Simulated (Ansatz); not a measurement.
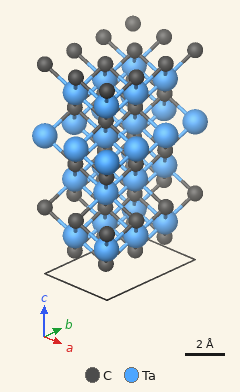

This is the input geometry for a relaxation of a slab of composition Ta₄C₅ (cut from the Fm-3m phase). Style: ball-and-stick. Shown: the 2 × 3 repeat of the cell, outlined in the plane, without the vacuum, from a free direction.

The slab is the (1 1 1) face of TaC.

The calculation used Ansatz 0.2.0, DFT PBE, scalar-relativistic, plane waves, PAW.

The input:
```yaml
crystal:
  lattice:
    - [3.1644852995, 0.0, 0.0]
    - [-1.5822426497, 2.7405246593, 0.0]
    - [0.0, 0.0, 25.3351657097]
  atoms:
    - { symbol: C, position: [0.3333333333, 0.6666666667, 0.2960312194] }
    - { symbol: Ta, position: [0.6666666667, 0.3333333333, 0.3470234146] }
    - { symbol: C, position: [0.0, 0.0, 0.3980156097] }
    - { symbol: Ta, position: [0.3333333333, 0.6666666667, 0.4490078049] }
    - { symbol: C, position: [0.6666666667, 0.3333333333, 0.5] }
    - { symbol: Ta, position: [0.0, 0.0, 0.5509921951] }
    - { symbol: C, position: [0.3333333333, 0.6666666667, 0.6019843903] }
    - { symbol: Ta, position: [0.6666666667, 0.3333333333, 0.6529765854] }
    - { symbol: C, position: [0.0, 0.0, 0.7039687806] }
basis:
  ecutwfc: 420
kpoints:
  mp_grid: { grid: [12, 12, 1] }
hamiltonian:
  xc: pbe
scf:
  occupations: { method: gaussian, width: 0.1 }
output:
  forces: true
  eigenvalues: true
  write_density: true
  write_potential: true
  elf: true
  volumetric_format: npy
relax:
  adjacent_minimum: "off"
  f_tol: 0.02
  max_steps: 60
efield:
  axis: 3
  dipole_correction: true
  ramp_width: 0.04
```

Command:
```bash
ansatz run input.yaml --threads 2 --pin off --max-ram 5120MiB --backend cpu --events-out ev --progress --plain --runs-dir out
```

Where does the relaxation end?

Answer. The largest moves relative to the layer's centre, 0.19 Å, are those of C1 and C9. C9 goes along the normal (−c). Largest moves by element: C 0.19 Å, Ta 0.12 Å. The cell stays as it was. Near-neighbour distances that change, for instance: C1–Ta2 2.238 → 2.074 Å, C7–Ta8 2.238 → 2.341 Å, Ta2–Ta4 3.164 → 3.230 Å, C3–Ta4 2.238 → 2.186 Å. Among the angles between lasting bonds that change: C7–Ta8–C9 180.0° → 169.5°, Ta8–C9–Ta8 90.0° → 99.5°, C9–Ta8–C9 90.0° → 99.5°. The energy falls by 1.067 eV per cell of the calculation in 4 accepted moves (5 points after the start). The largest force component goes from 3.5 to 0.0094 eV/Å. 1 step only repeated the SCF at the same geometry.

Step by step:

| step | E − E(0), meV/atom | largest force component, eV/Å | note |
| --- | --- | --- | --- |
| 0 | 0.00 | 3.5098 |  |
| 1 | -103.75 | 1.3197 |  |
| 2 | -117.73 | 0.3679 |  |
| 3 | -118.44 | 0.1474 |  |
| 4 | -118.57 | 0.0094 |  |
| 5 | -118.57 | 0.0094 | same geometry, SCF repeated |

After the run, drawn alike:

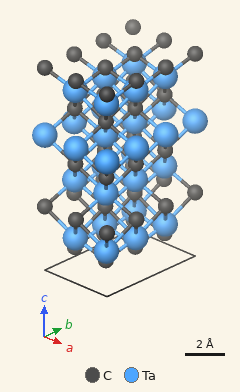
